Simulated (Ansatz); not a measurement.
The structure in question:

```yaml
crystal:
  lattice:
    - [3.38307, 0.00000, 0.00000]
    - [0.00000, 3.38307, 0.00000]
    - [0.00000, 0.00000, 4.11695]
  atoms:
    - { symbol: H, position: [0.00000, 0.00000, 0.90986] }
    - { symbol: H, position: [0.00000, 0.00000, 0.09014] }
    - { symbol: H, position: [0.50000, 0.50000, 0.40986] }
    - { symbol: H, position: [0.50000, 0.50000, 0.59014] }
```

Interpret the file: composition, symmetry and coordination.

Answer. The element is hydrogen. It belongs to space group I4/mmm (No. 139) and has a body-centred tetragonal lattice. The cell holds four atoms. H bonds to one H at 0.74 Å. The bonds build separate H2 groups.

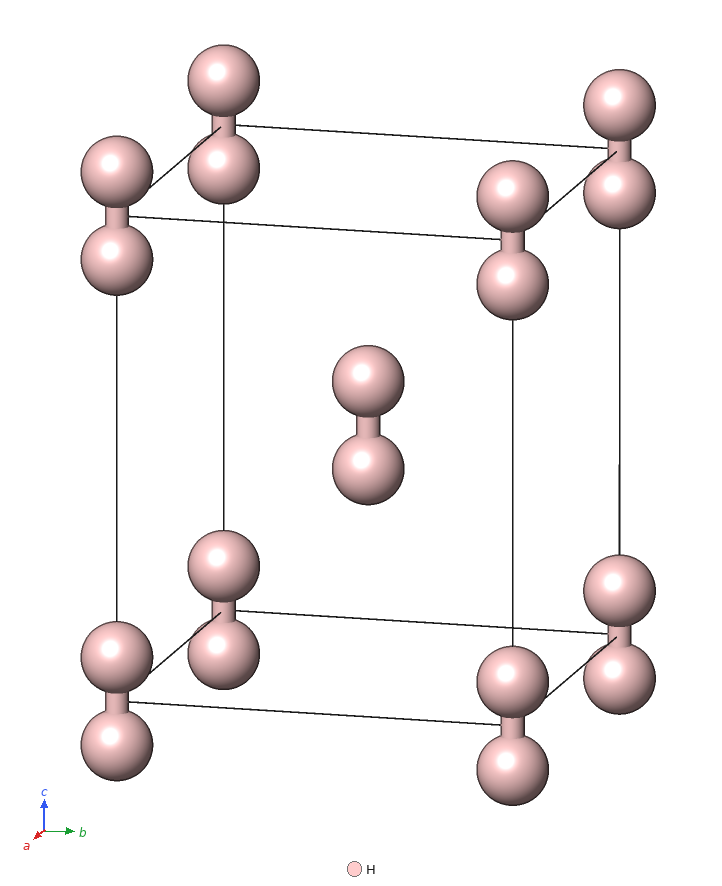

Drawn in the ball-and-stick manner and seen slightly off an axis. Atoms at the boundary of the conventional unit cell (the box) are drawn once for each face, edge or corner they touch. Every bond is drawn to its end, so some atoms lie outside the box.

Source of the structure: a structure listed in the Materials Project. Earlier steps of the study may have refined or changed the cell and positions. Ansatz was used for an electronic-structure calculation on it.
